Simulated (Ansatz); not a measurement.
System: C (slab).

Input

```
crystal:
  lattice:
    - [2.4650495083, 0.0, 0.0]
    - [-1.2325247542, 2.1347954958, 0.0]
    - [0.0, 0.0, 25.6987123419]
  atoms:
    - { symbol: C, position: [0.6666666667, 0.3333333333, 0.3307558716] }
    - { symbol: C, position: [0.3333333333, 0.6666666667, 0.3308185209] }
    - { symbol: C, position: [0.3333333333, 0.6666666667, 0.4610562199] }
    - { symbol: C, position: [0.0, 0.0, 0.4611188691] }
    - { symbol: C, position: [0.0, 0.0, 0.5913565682] }
    - { symbol: C, position: [0.6666666667, 0.3333333333, 0.5914192174] }
    - { symbol: C, position: [0.3333333333, 0.6666666667, 0.6124319434], spin: 2.0 }
basis:
  ecutwfc: 420
kpoints:
  mp_grid: { grid: [12, 12, 1] }
hamiltonian:
  xc: pbe
  dispersion: d3bj
scf:
  occupations: { method: gaussian, width: 0.05 }
output:
  forces: true
  eigenvalues: true
  populations: true
  write_density: true
  write_potential: true
  elf: true
  volumetric_format: npy
magnetization:
  spin_polarized: true
relax:
  adjacent_minimum: "off"
  f_tol: 0.03
  max_steps: 70
  constraints: [{ sites: [0, 1] }]
efield:
  axis: 3
  dipole_correction: true
  ramp_width: 0.04
```

Run with:

```sh
ansatz run input.yaml --threads 1 --pin off --max-ram 2560MiB --backend cpu --events-out ev --progress --plain --runs-dir out
```

The fields are those of the run's last geometry, not of the input's.

The SCF solution may not be the lowest one; the program warned that a starting moment wasn't kept; spin-polarised, but the moments vanished.

Computed with DFT PBE+D3(BJ), scalar-relativistic, plane waves, PAW (Ansatz 0.2.0).

> Predict the valence pseudo-density and electron localisation function between the atoms.

C–C (1.42 Å): ρ at the midpoint is about 2 e/Å³; the ELF peaks at about 0.95 between the atoms, as expected for localised, covalent bonding.

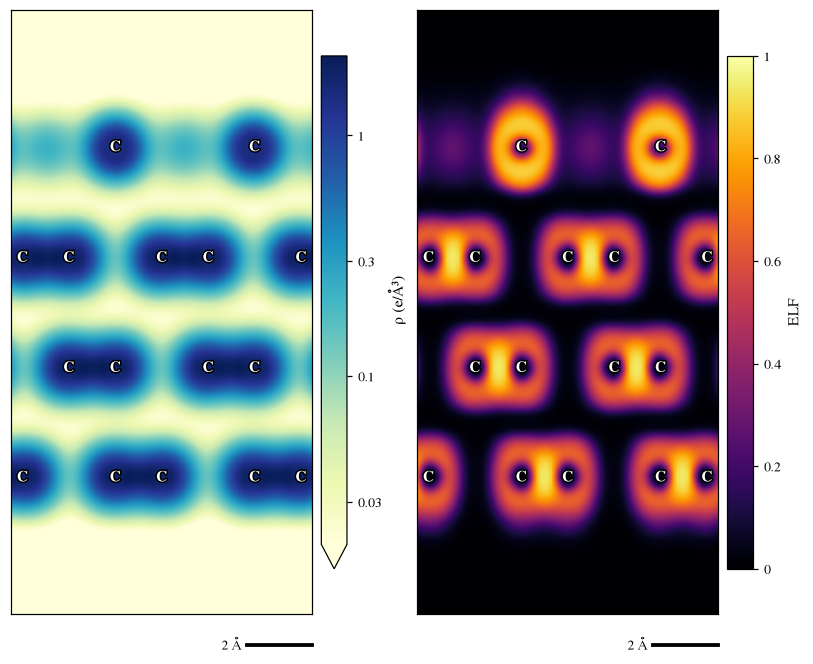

Computed valence pseudo-density and electron localisation function on the (110) plane of the calculation cell, a cut from vacuum to vacuum, in this order. 
